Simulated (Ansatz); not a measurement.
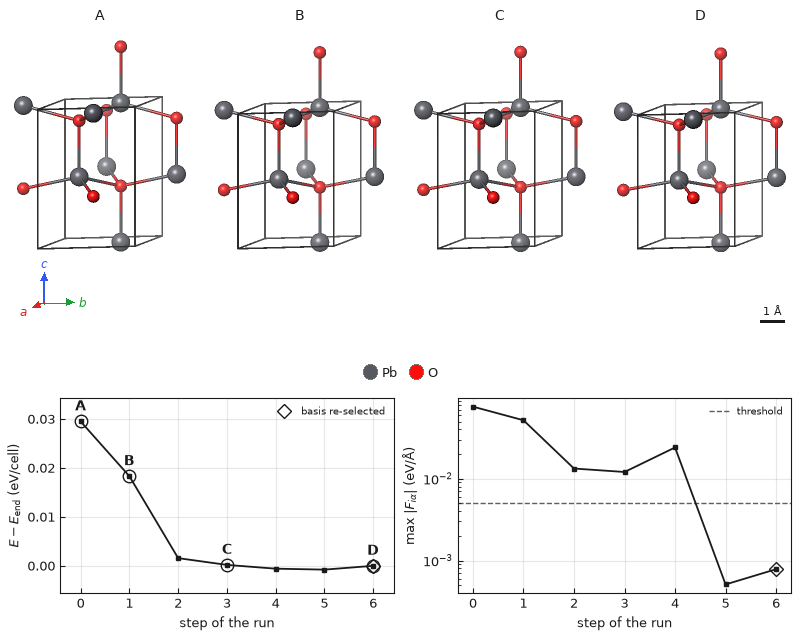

Frames of a relaxation of crystalline PbO (built on the wurtzite type), marked on the history of the run. A ball-and-stick model of the cell of the calculation, seen slightly off an axis.

All numbers below come from Ansatz, DFT, r2SCAN, plane waves, PAW. (plane-wave cutoff 500 eV; k-point mesh 6 × 6 × 4; occupations fermi dirac; smearing width 0.02 eV; no spin polarisation; cell and atoms relaxed; force threshold 0.005 eV/Å)

What happens along the run?

Over 5 accepted moves (6 points after the start) the energy falls by 29.5 meV per cell of the calculation. The largest force component goes from 0.076 to 0.00078 eV/Å. Pressure: −2.34 GPa at the start and 0.01 GPa at the end. The SCF was repeated once at an unchanged geometry on a basis and grid sized afresh for the cell, which shifted the energy by 0.8 meV per cell of the calculation at most. The largest moves relative to the cell, 0.030 Å, are those of Pb and O atoms. By element the largest moves are O 0.030 Å, Pb 0.030 Å. The volume changes by −4.1 %, with a = b 4.198 → 4.197 Å (0.0 %), c 5.856 → 5.622 Å (−4.0 %). Among the contacts that change: O–Pb 2.362 → 2.328 Å, O–Pb 2.489 → 2.471 Å. The space group stays P6_3mc (No. 186). The run took 67 s on 2 threads of Arm Neoverse N1, with other jobs on the host, peak memory 0.51 GiB. From step 0 to 1: Pb and O atoms move most (0.02 Å), volume −6.5 %, energy −11.2 meV per cell of the calculation. From step 1 to 3: volume +2.8 %, energy −18.1 meV per cell of the calculation. From step 3 to 6: volume −0.2 %, energy −0.2 meV per cell of the calculation.

```
step  E − E(0), meV/atom  largest force component, eV/Å  pressure, GPa  volume, Å³/atom                      note
   0                0.00                         0.0761          -2.34           22.346                          
   1               -2.80                         0.0518           2.24           20.904                          
   2               -6.98                         0.0133          -0.04           21.522                          
   3               -7.33                         0.0121          -0.03           21.486                          
   4               -7.52                         0.0241           0.02           21.460                          
   5               -7.57                         0.0005           0.00           21.440                          
   6               -7.37                         0.0008           0.01           21.440  same geometry, new basis
```
